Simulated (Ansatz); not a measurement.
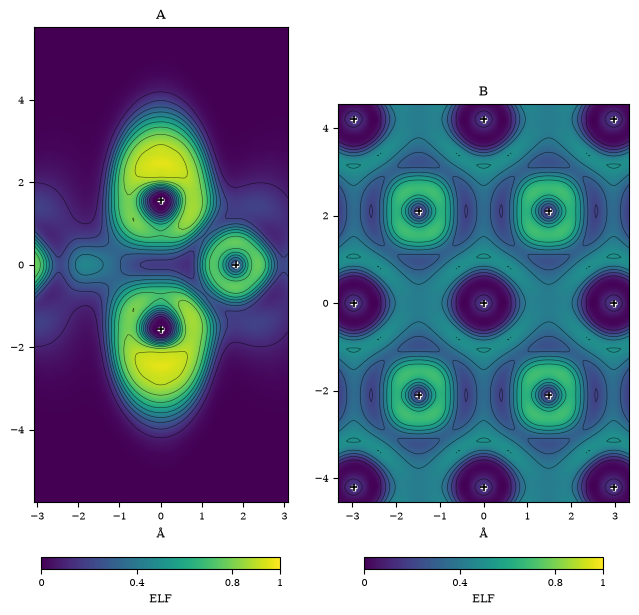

The ELF of 2 systems, each on a plane through atoms (crosses mark nuclei in the plane).

These are results of Ansatz 0.2.0, DFT PBE+D3(BJ), scalar-relativistic, plane waves, PAW, not measurements.

System 1: AlRu, the (011̄) plane of the conventional cell. Space group Pm-3m; computed without spin polarisation.

```cif
data_structure
_symmetry_space_group_name_H-M 'P 1'
_symmetry_Int_Tables_number 1
_cell_length_a 2.9735
_cell_length_b 2.9735
_cell_length_c 2.9735
_cell_angle_alpha 90.000
_cell_angle_beta 90.000
_cell_angle_gamma 90.000
_cell_volume 26.29
loop_
_atom_site_label
_atom_site_type_symbol
_atom_site_fract_x
_atom_site_fract_y
_atom_site_fract_z
_atom_site_occupancy
Al1 Al 0.00000 0.00000 0.00000 1
Ru1 Ru 0.50000 0.50000 0.50000 1
```

System 2: MoS₂ (slab), the (110) plane of the calculation cell, a cut from vacuum to vacuum. Computed without spin polarisation.

```xyz
3
Lattice="3.1542 0.0000 0.0000 -1.5771 2.7316 0.0000 0.0000 0.0000 32.2630" Properties=species:S:1:pos:R:3 pbc="T T T"
S     0.0000    1.8211   14.5642
Mo    1.5771    0.9105   16.1315
S     0.0000    1.8211   17.6988
```

Match each panel to its system.

Panel A is system 2, MoS₂: the plane holds S and Mo. Mo–S (2.40 Å): the ELF peaks at about 0.85 in the valence shell of S, 0.8 Å from its nucleus, and is about 0.45 at the midpoint. Panel B is system 1, AlRu: the plane holds Al and Ru. Al–Ru (2.58 Å): the ELF is about 0.40 at the midpoint.
